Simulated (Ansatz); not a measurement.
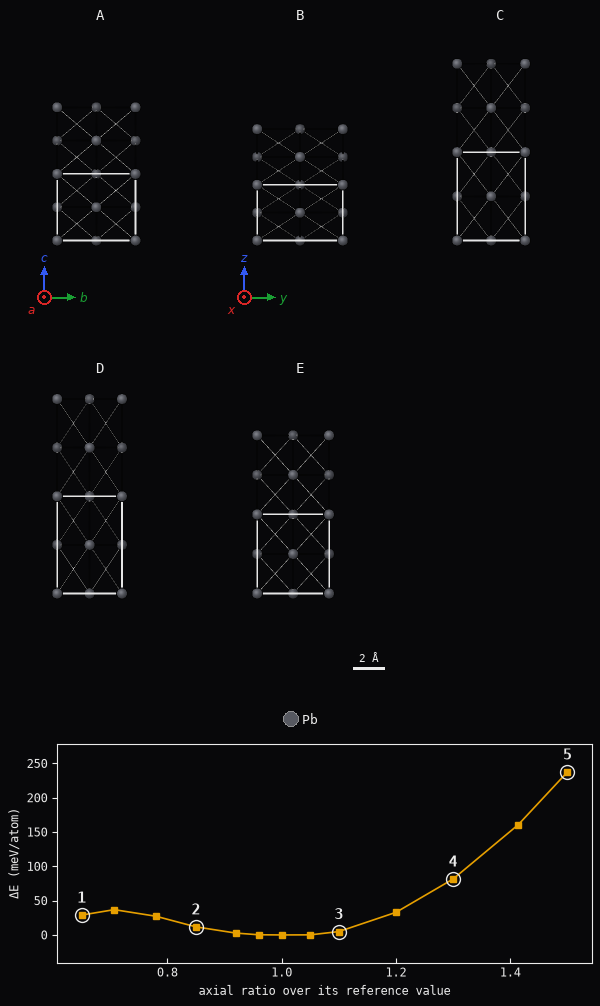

Solid Pb (Fm-3m): the ratio of the cell's length along z to its lengths across, counted as 1 for the reference, is changed at fixed volume (a tetragonal or Bain path), with the atoms kept at their fractional coordinates. x, y and z are the Cartesian axes of the input. The frames are shuffled; the numbered points of the plot belong to them. The picture is a ball-and-stick view of the conventional cell (4 times the calculation's cell), repeated 1 × 1 × 2 with one cell outlined, seen along the a axis. Lengths and directions refer to the drawn axes.

Theory: Ansatz 0.2.0, DFT PBEsol, scalar-relativistic, plane waves, PAW. Settings: plane-wave cutoff 420 eV; k-point mesh 18 × 18 × 18; occupations gaussian; smearing width 0.15 eV; no spin polarisation. Energies (free energies at the smearing named) are counted from the cell as listed in its source, which wasn't relaxed.

Q: Match the frames to the points.

A: Point 1 is frame B (the relative ratio 0.65, 28.9 meV/atom); 2 is frame A (the relative ratio 0.85, 11.8 meV/atom); 3 is frame E (the relative ratio 1.10, 4.9 meV/atom); 4 is frame C (the relative ratio 1.30, 81.6 meV/atom); 5 is frame D (the relative ratio 1.50, 237.6 meV/atom). The lowest computed point lies at the relative ratio 1.00 (0.0 meV/atom). A local maximum lies at 0.707 (36.9 meV/atom). The end points stand at 28.9 meV/atom (0.65) and 237.6 meV/atom (1.50). The distortion takes the space group from Fm-3m to I4/mmm, except for Im-3m at 0.707. At the relative ratio 1.50 the cell of the drawing goes a 4.940 → 4.315 Å, b 4.940 → 4.315 Å, c 4.940 → 6.473 Å.
